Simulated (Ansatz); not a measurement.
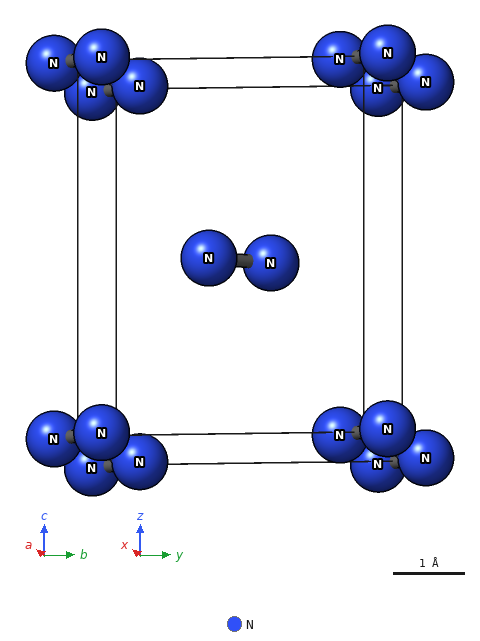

A scan of a crystal of N (P4_2/mnm): N1 (one in each cell of 4 atoms) is moved over the plane of the Cartesian directions y and z, all else fixed. The picture shows the reference cell. The picture is a ball-and-stick view of the cell of the calculation, seen nearly along the normal of the scanned plane.

These are results of DFT PBEsol, scalar-relativistic, plane waves, PAW (Ansatz), not measurements. Settings: plane-wave cutoff 420 eV; k-point mesh 6 × 6 × 4; occupations gaussian; smearing width 0.05 eV; no spin polarisation. Energies (free energies at the smearing named) are counted from the cell as listed in its source, which wasn't relaxed.

```
CELL_PARAMETERS angstrom
4.08406 0.00000 0.00000
0.00000 4.08406 0.00000
0.00000 0.00000 5.34591
ATOMIC_POSITIONS crystal
N 0.90428 0.90428 0.00000
N 0.59572 0.40428 0.50000
N 0.09572 0.09572 0.00000
N 0.40428 0.59572 0.50000
```

Q: Give the energy at each point on a grid with rows −0.30, −0.15, 0.00, 0.15, 0.30 and columns −0.30, −0.15, 0.00, 0.15, 0.30 (displacement along y (Å); displacement along z (Å)).

A: Rows: displacement along y (Å); columns: displacement along z (Å); values in eV/cell.

|  | −0.30 | −0.15 | 0.00 | 0.15 | 0.30 |
| --- | --- | --- | --- | --- | --- |
| −0.30 | 2.87 | 2.49 | 2.36 | 2.49 | 2.87 |
| −0.15 | 1.19 | 0.85 | 0.75 | 0.85 | 1.19 |
| 0.00 | 0.14 | 0.02 | 0.00 | 0.02 | 0.14 |
| 0.15 | 0.21 | 0.61 | 0.80 | 0.61 | 0.21 |
| 0.30 | 1.79 | 3.16 | 3.76 | 3.16 | 1.79 |

In pairs of (displacement along y (Å); displacement along z (Å)): the lowest computed point lies at (0.00, 0.00) (0.00 eV/cell), the highest at (0.30, 0.00) (3.76 eV/cell).  Over the ranges scanned the energy rises more along the first axis, the displacement along y.

As a map, interpolated between the computed points (dots):

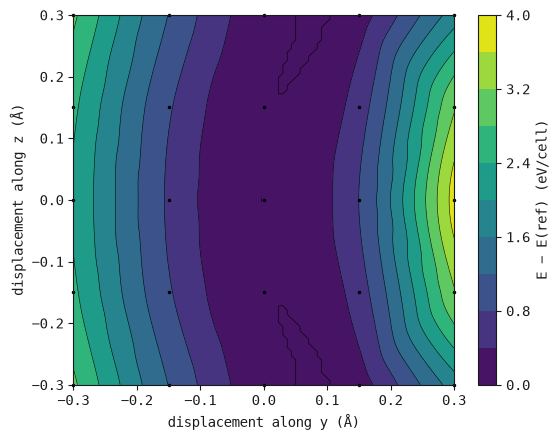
